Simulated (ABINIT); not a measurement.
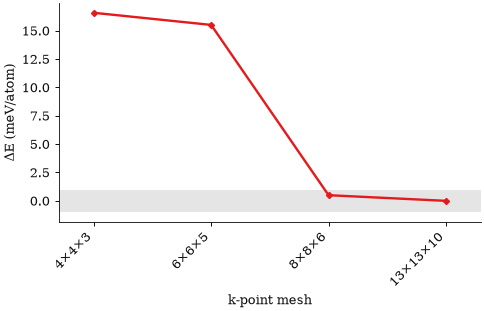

One cell, run at 4 values of the k-point mesh.
- system: ZrB2 (P6/mmm, 3 atoms in the cell)
- method: Kohn-Sham DFT of a periodic cell, PBEsol, JTH PAW PBE v2.0 (ABINIT); cutoff 462.59 eV, Fermi–Dirac smearing of 0.05 eV
ΔE is the free energy less its value at the densest setting, 13×13×10.
Dashed lines or grey bands mark the tolerance: 1 meV/atom.

### From which setting is the free energy converged to 1 meV/atom?

The free energy is within 1 meV/atom of the densest setting's value from 8×8×6 on. It is off by +17 meV/atom at 4×4×3 and +16 meV/atom at 6×6×5. The system is metallic at this level, and the Fermi surface makes the k-point sum converge slowly and unevenly.
